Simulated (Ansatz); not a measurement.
**Cd$_{2}$S: density, localisation and related maps**

```yaml
crystal:
  lattice:
    - [4.15524, 0.00000, 0.00000]
    - [0.00000, 4.15524, 0.00000]
    - [0.00000, 0.00000, 9.16625]
  atoms:
    - { symbol: Cd, position: [0.50000, 0.50000, 0.34609] }
    - { symbol: Cd, position: [0.50000, 0.50000, 0.65391] }
    - { symbol: Cd, position: [0.00000, 0.00000, 0.00000] }
    - { symbol: Cd, position: [0.00000, 0.00000, 0.50000] }
    - { symbol: S, position: [0.00000, 0.50000, 0.16894] }
    - { symbol: S, position: [0.50000, 0.00000, 0.83106] }
```

Space group P-4m2; a generated structure, not necessarily the stable one; changed on purpose from its base cell (volume × 1.03, shape and atoms relaxed).

All numbers below come from Ansatz 0.2.0, DFT PBE, scalar-relativistic, plane waves, PAW.

Core electrons are frozen (PAW), and the valence fields are smoothed inside the atomic spheres.

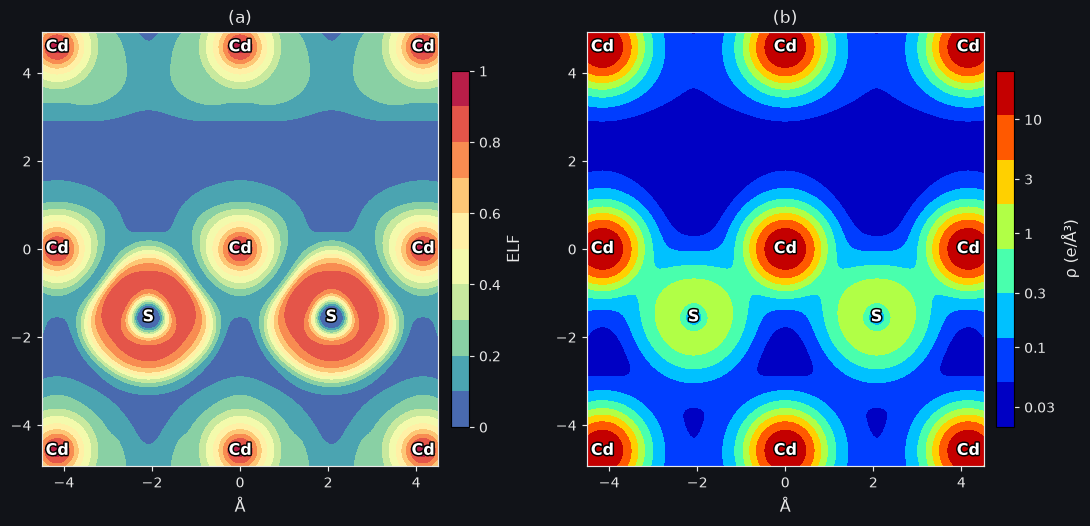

Figure 1. (a) ELF; (b) valence charge density (pseudo) on the (010) plane of the conventional cell.

What does the map show?

Answer.
- The plane passes through Cd and S nuclei.
- Cd–S (2.59 Å): ρ at the midpoint is about 0.37 e/Å³; the ELF peaks at about 0.90 in the valence shell of S, 0.8 Å from its nucleus, and drops to about 0.15 between the two atoms.
- Between the atoms the lowest density in this plane is 0.01 e/Å³.
- The features right at Cd lie inside the PAW spheres, where the map follows smoothed inner orbitals and isn't to be read closely.

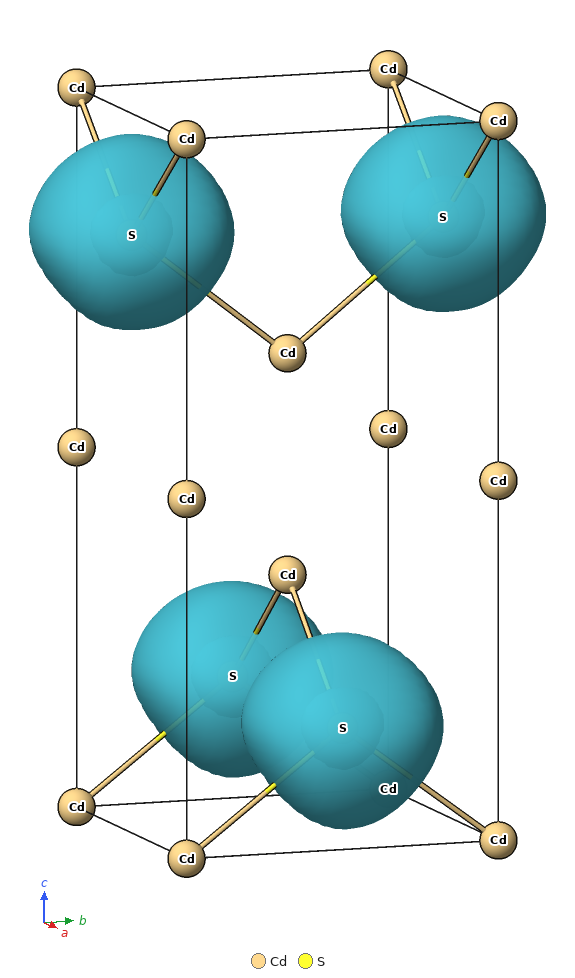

Figure 2. Isosurface of the ELF at 0.65 (cyan), seen slightly off an axis. Core shells and regions of very low density are left out. Sticks mark near contacts.

Identify the bonds, lone pairs and shells in this picture.

Answer. The surface consists of two regions wrapped around S (the valence shell of each), counted in one cell of 6 atoms. Any copies at cell faces, edges or corners count once.


 Cd–S (2.64 Å): the ELF peaks at about 0.90 in the valence shell of S, 0.8 Å from its nucleus, and drops to about 0.15 between the two atoms.

Does the calculation make it a metal, or give it a gap?

Answer. It is gapless in this calculation (a metal or semimetal).
